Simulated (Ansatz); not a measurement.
System: TiAl, space group P4/mmm (No. 123).

The given structure:
```xyz
2
Lattice="2.8373 0.0000 0.0000 0.0000 2.8373 0.0000 0.0000 0.0000 4.0591" Properties=species:S:1:pos:R:3 pbc="T T T"
Ti    0.0000    0.0000    0.0000
Al    1.4186    1.4186    2.0295
```

How it was computed, with Ansatz 0.2.0: one atom of a crystal moved over a plane, all else fixed, by plane-wave density functional theory with PAW datasets, free energies less that of the undisturbed cell. Level: PBE, no spin polarisation.

| setting | value |
| --- | --- |
| wave cutoff | 420 eV |
| k mesh | 16×16×12 |
| occupations | Gaussian |
| smearing width | 0.15 eV |
| k shift | (0, 0, 0) (mesh steps) |
| start | as given |
| moved atom | 1 |
| direction 1 | (0.7071, 0.7071, 0) (Cartesian unit vector) |
| direction 2 | (0, 0, 1) (Cartesian unit vector) |

Describe the result: the map of the energy change over displacement d2 and displacement d1. The grid: displacement d2 −0.2, −0.1, 0, 0.1, 0.2 Å; displacement d1 −0.2, −0.1, 0, 0.1, 0.2 Å.

At the origin the energy is lower than all eight neighbouring grid points, so a minimum lies at or close to the given structure. The energy change is least, 0.0000 eV/cell, at displacement d2 of 0 Å and displacement d1 of 0 Å, and largest, 0.2129 eV/cell, at displacement d2 of −0.2 Å and displacement d1 of −0.2 Å (and at equivalent points).

Energy change (eV/cell); rows displacement d1 (Å), columns displacement d2 (Å):
```tsv
	-0.2	-0.1	0	0.1	0.2
-0.2	0.2129	0.1185	0.0877	0.1185	0.2129
-0.1	0.1400	0.0510	0.0218	0.0510	0.1400
0	0.1159	0.0286	0.0000	0.0286	0.1159
0.1	0.1400	0.0510	0.0218	0.0510	0.1400
0.2	0.2129	0.1185	0.0877	0.1185	0.2129
```

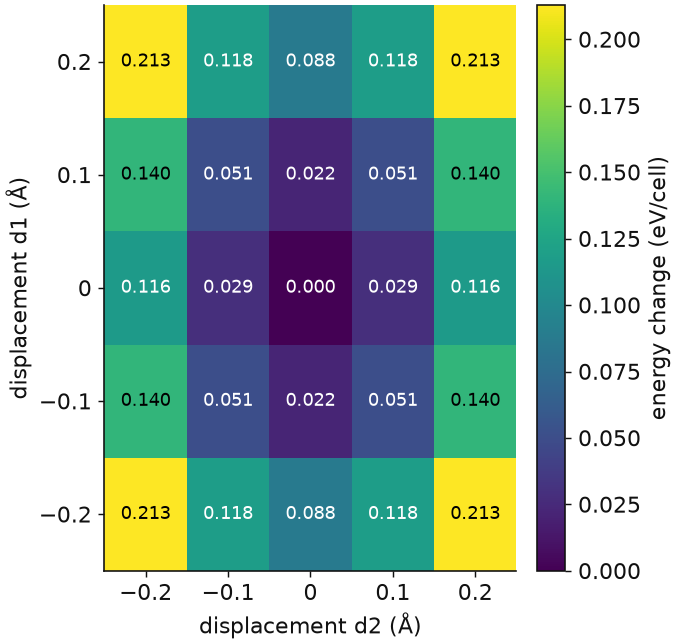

Caveats: reference crystal is not relaxed.
